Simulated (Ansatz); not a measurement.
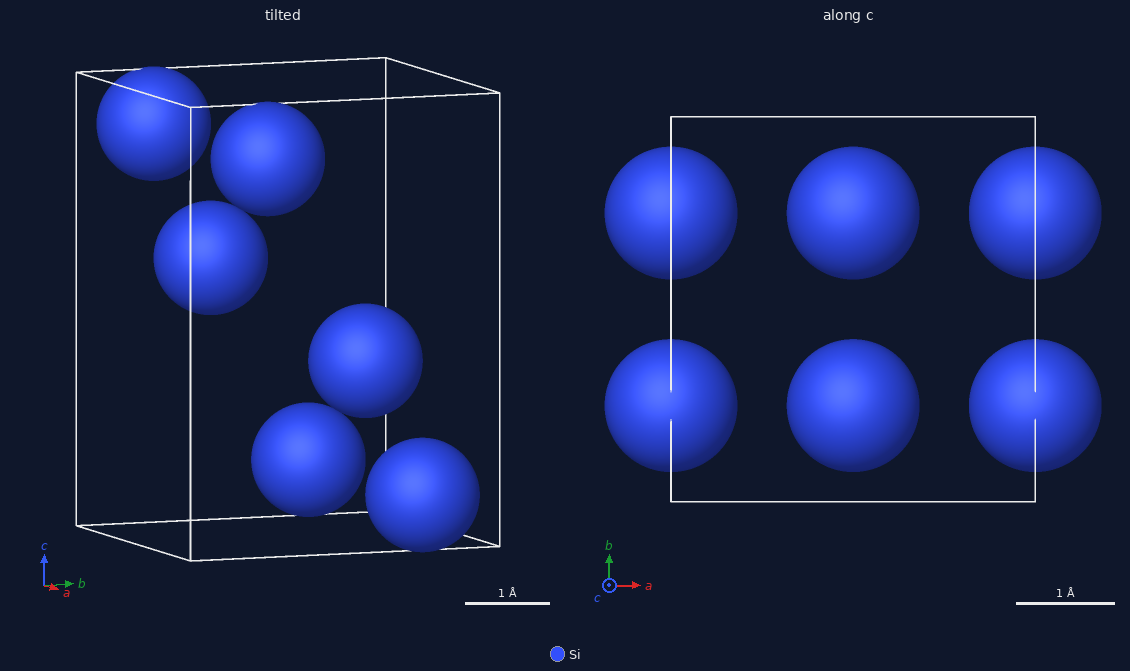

We look at a spheres-only model of the crystal slightly off an axis and along the c axis. The lines enclose the conventional unit cell; boundary atoms appear with their images.

Si, space group Imma (No. 74), a = 3.742 Å, b = 3.957 Å, c = 5.444 Å, α = 90.00°, β = 90.00°, γ = 90.00°. The model was built from a structure type filled with this element by a generator (whether the element takes this form wasn't checked). The cell was then strained or its atoms displaced on purpose. A calculation with Ansatz used it as input.

This one geometry was computed with Ansatz (DFT, plane waves, PAW) at three levels of theory: HSE06, r2SCAN and PBE. It was relaxed with r2SCAN and then strained.

**Which level gives the highest pressure at this volume, and what does that say about its equilibrium volume?**

Highest: PBE (1.4 GPa), which points to the largest equilibrium volume. Lowest, with the smallest volume: HSE06 (-0.1 GPa) and r2SCAN (0.1 GPa). Levels within 0.5 GPa of each other can't be told apart.

**How does the band gap change with the level of theory?**

PBE: a gap of 0.06 eV, indirect; r2SCAN: a gap of 0.22 eV, indirect; HSE06: a gap of 0.60 eV, indirect.

**Collect the results in a table.**

| level | cutoff (eV) | k-mesh of the run's cell | gap (eV) | pressure (GPa) |
| --- | --- | --- | --- | --- |
| HSE06 | 420 | 6×6×6 | 0.60 | -0.1 |
| r2SCAN | 500 | 8×8×8 | 0.22 | 0.1 |
| PBE | 420 | 8×8×8 | 0.06 | 1.4 |

Gaps are taken on the k-mesh or band path of each run.
